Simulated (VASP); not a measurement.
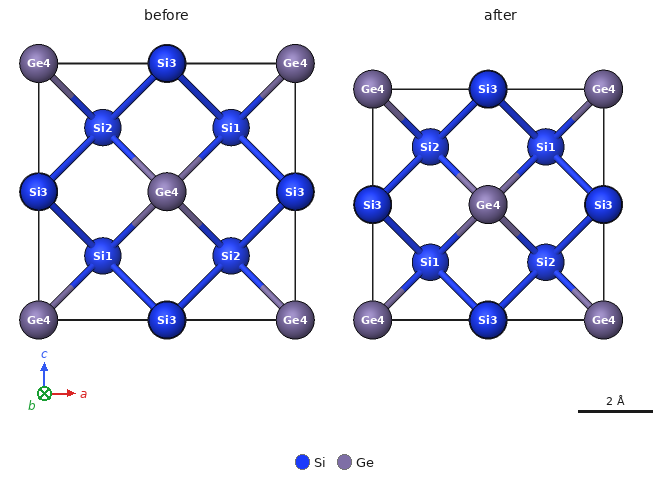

The structure of a crystal of Si₃Ge (a generated structure, set up in Fm-3m) before (left) and after (right) a relaxation, at one scale.

The picture is a ball-and-stick view of the conventional cell (4 times the calculation's cell), seen along the b axis. Lengths and directions refer to the drawn axes.

The run lets cell and atoms move.

The calculation used Kohn-Sham DFT of a periodic cell, PBE, VASP PAW PBE potentials, recommended in VASP 6.6.1.

Input file:
```
SYSTEM = Si3Ge
PREC = Normal
ENCUT = 520
EDIFF = 1E-4
ISMEAR = 0
SIGMA = 0.15
LREAL = .FALSE.
LASPH = .TRUE.
NELM = 60
ALGO = Fast
ISIF = 3
LWAVE = .FALSE.
LCHARG = .FALSE.
GGA = PE
IBRION = 2
NSW = 24
EDIFFG = -0.08
```

Run as
```bash
cat potpaw_PBE.64/Si/POTCAR potpaw_PBE.64/Ge_d/POTCAR > POTCAR
mpirun -np 1 vasp_std > vasp.out
```

### Summarise the run.

No atom moves by more than 0.005 Å relative to the cell. Cell: a = b = c 6.994 → 6.294 Å (−10.0 %). Volume −27.1 %. Some distances before and after: Si1–Ge4 3.029 → 2.725 Å, Si1–Si3 3.029 → 2.725 Å. The space group stays Fm-3m (No. 225). After 4 geometry steps the energy has fallen by 331 meV per atom. All forces vanish by symmetry, so only the cell relaxes. The pressure goes from −13.06 to 0.30 GPa. The volume changes by over a tenth within one run on a fixed set of plane waves, so the end point should be relaxed again from the new cell.
